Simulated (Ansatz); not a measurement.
System: a (001) slab cut from WS₂ (R3m), of composition WS₄ (not the bulk's), ended by S planes, 5 atoms in the cell.

```yaml
crystal:
  lattice:
    - [3.14761, 0.00000, 0.00000]
    - [-1.57380, 2.72591, 0.00000]
    - [0.00000, 0.00000, 24.60753]
  atoms:
    - { symbol: S, position: [0.66667, 0.33333, 0.30478] }
    - { symbol: S, position: [0.33333, 0.66667, 0.43633] }
    - { symbol: W, position: [0.66667, 0.33333, 0.50001] }
    - { symbol: S, position: [0.33333, 0.66667, 0.56367] }
    - { symbol: S, position: [0.00000, 0.00000, 0.69522] }
```

Method: DFT PBEsol, scalar-relativistic, plane waves, PAW, no spin polarisation, 9×9×1 k mesh, 420 eV cutoff, Gaussian smearing of 0.05 eV (Ansatz).

What does the potential across the slab give for the work function?

The work function is 7.06 eV, the same on both faces. The two vacuum levels agree, so the slab has no net dipole along its normal. The outermost atoms are 9.6 Å apart, which leaves 15.0 Å of vacuum in a cell 24.6 Å high.

Spin-orbit coupling is left out, which matters for W.

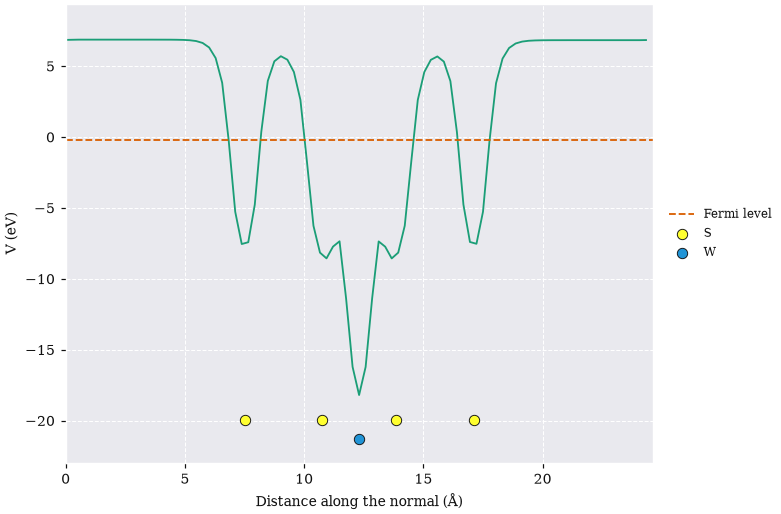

Plane-averaged electrostatic potential energy of an electron across the slab; circles at the bottom mark the heights of the atoms.
